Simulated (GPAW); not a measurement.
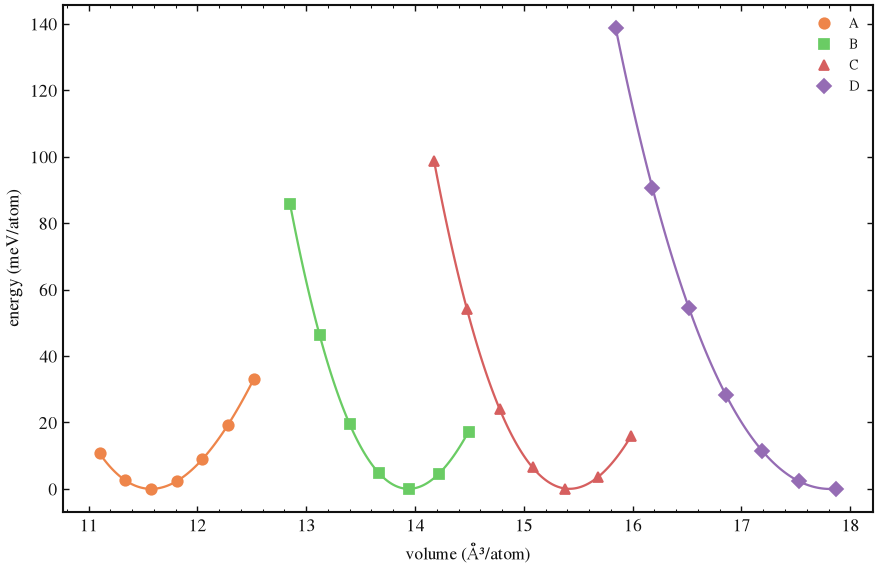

The picture above shows the energy against volume, with one curve for each element, for Au, Cu, Pt and Rh (all in space group Fm-3m (No. 225)). The labels are replaced by letters.

How it was computed, with GPAW 26.7.0: PAW DFT in plane waves, on a grid or in atomic orbitals, no spin polarisation; energies at scaled volumes of the given cell, shape and fractions fixed, counted from the fit's minimum, third-order Birch-Murnaghan fit. Level: r2SCAN.

- occupations: Fermi–Dirac
- smearing width: 0.05 eV
- potentials: GPAW PAW data sets (gpaw data 1.2.1)
- wave cutoff: 600 eV

**Which letter stands for which compound?**

A: Cu; B: Rh; C: Pt; D: Au.

Keep in mind: the fit and the printed pressures don't fully agree, or the minimum lies near the end of the range; spin-orbit coupling left out, heavy elements (Pt, Au).
